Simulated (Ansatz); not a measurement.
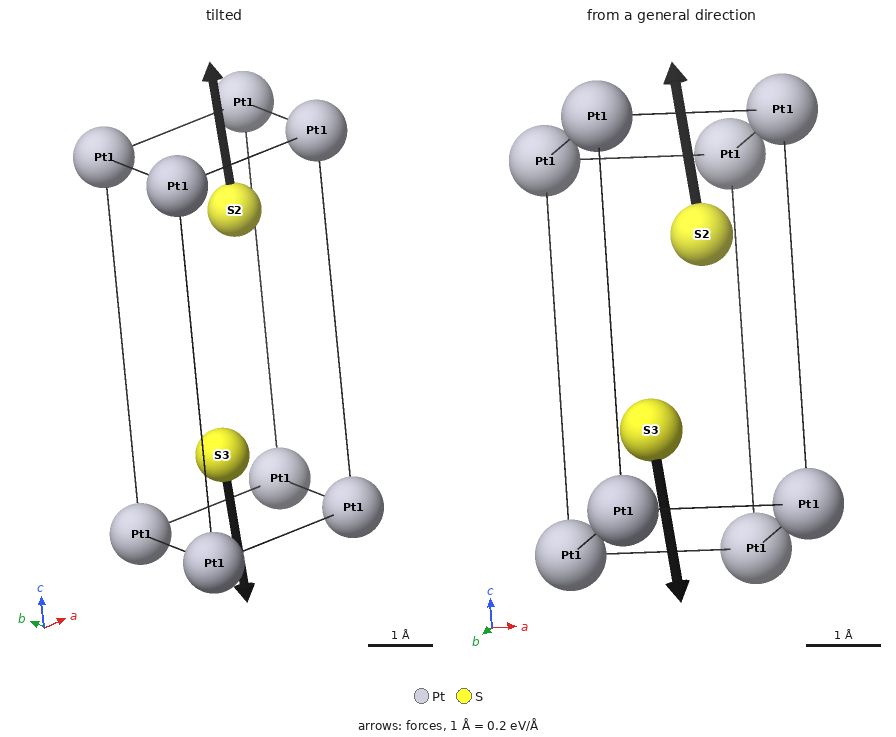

We look at a spheres-only model of the crystal slightly off an axis and from a general direction. The frame is the cell (the run's own, in a reduced setting); atoms at its boundary are shown with their periodic copies. The arrows are the computed forces on the atoms.

System: PtS$_{2}$. Method used: Ansatz 0.2.0, DFT, HSE06, plane waves, PAW. It ran with a 420 eV plane-wave basis, k-points about 0.36 Å⁻¹ apart, no spin polarisation.

Question: Judging by the arrows, is the geometry relaxed?

Answer: No. The atoms still feel forces of up to about 0.4 eV/Å, far above a usual threshold of 0.01 to 0.03 eV/Å.

Question: Where is the maximum force, and how large is it?

Answer: S2 and S3, about 0.4 eV/Å.

Origin of the cell: a structure type filled with these elements by a generator (whether the compound takes this form wasn't checked). The cell was then strained or its atoms displaced on purpose. It was the input of a calculation with Ansatz.
